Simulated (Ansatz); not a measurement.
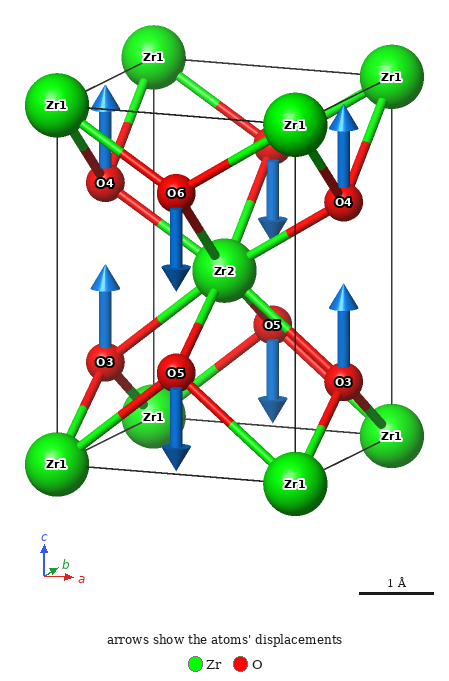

Normal modes of a crystal of ZrO$_{2}$ relaxed at 15 GPa, space group P4₂/nmc (No. 137), at the zone centre. The optical levels lie at 157 (×2), 210 (×2), 226, 347, 354, 446 (×2), 515 (×2), 624, 670 (×2), 704 cm⁻¹. One mode is drawn. Displacements are drawn as blue arrows; their common scale and sign are arbitrary. The picture is a ball-and-stick view of the cell of the calculation, seen slightly off an axis.

These are results of Ansatz 0.2.0, DFT PBEsol, scalar-relativistic, plane waves, PAW, not measurements. Settings: plane-wave cutoff 420 eV; k-point mesh 6 × 6 × 6; occupations fixed; target pressure 15 GPa; no spin polarisation.

Frequencies are those without the non-analytic (LO–TO) term.

Q: To which level does it belong?

A: The level at 226 cm⁻¹. This is the A₁g mode, optical level 3 of 10, counted from below, Raman-active by symmetry. The Zr atoms stay at rest; all motion is along c; atoms of one kind move against one another, with no net shift of their sublattice.
